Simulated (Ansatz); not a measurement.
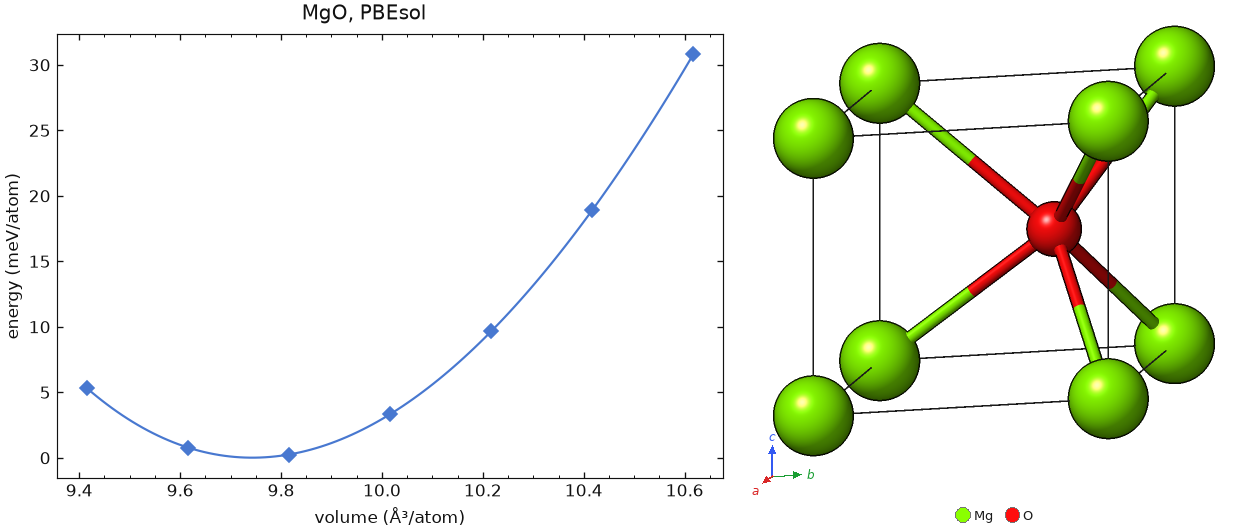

Plotted: energy against volume for MgO, space group P-6m2 (No. 187). The conventional cell is drawn beside the plot.

The given structure:
```cif
data_structure
_symmetry_space_group_name_H-M 'P 1'
_symmetry_Int_Tables_number 1
_cell_length_a 2.9380
_cell_length_b 2.9380
_cell_length_c 2.6797
_cell_angle_alpha 90.000
_cell_angle_beta 90.000
_cell_angle_gamma 120.000
_cell_volume 20.03
loop_
_atom_site_label
_atom_site_type_symbol
_atom_site_fract_x
_atom_site_fract_y
_atom_site_fract_z
_atom_site_occupancy
Mg1 Mg 0.00000 0.00000 0.00000 1
O1 O 0.33333 0.66667 0.50000 1
```

How it was computed, with Ansatz 0.2.0: all-electron LAPW DFT, no spin polarisation; energies at scaled volumes of the given cell, shape and fractions fixed, counted from the fit's minimum, third-order Birch-Murnaghan fit. Level: PBEsol.

- k mesh: 10×10×10
- occupations: Fermi–Dirac
- smearing width: 0.05 eV
- potentials: all electron LAPW, scalar relativistic
- program settings: basis error eV/atom 0.001

From this curve and the settings, what does the calculation give for the pressure at the same points?

The pressure falls from 5.34 GPa at volume 9.41 Å³/atom to −10.50 GPa at 10.62 Å³/atom, and changes sign near 9.75 Å³/atom.

```json
{"volume (Å³/atom)": "9.41", "pressure (GPa)": "5.34"}
{"volume (Å³/atom)": "9.62", "pressure (GPa)": "1.97"}
{"volume (Å³/atom)": "9.82", "pressure (GPa)": "-1.07"}
{"volume (Å³/atom)": "10.02", "pressure (GPa)": "-3.81"}
{"volume (Å³/atom)": "10.22", "pressure (GPa)": "-6.27"}
{"volume (Å³/atom)": "10.42", "pressure (GPa)": "-8.49"}
{"volume (Å³/atom)": "10.62", "pressure (GPa)": "-10.50"}
```

Keep in mind: shape and atomic fractions are frozen while scaling, which makes layered, chain and framework solids too stiff.
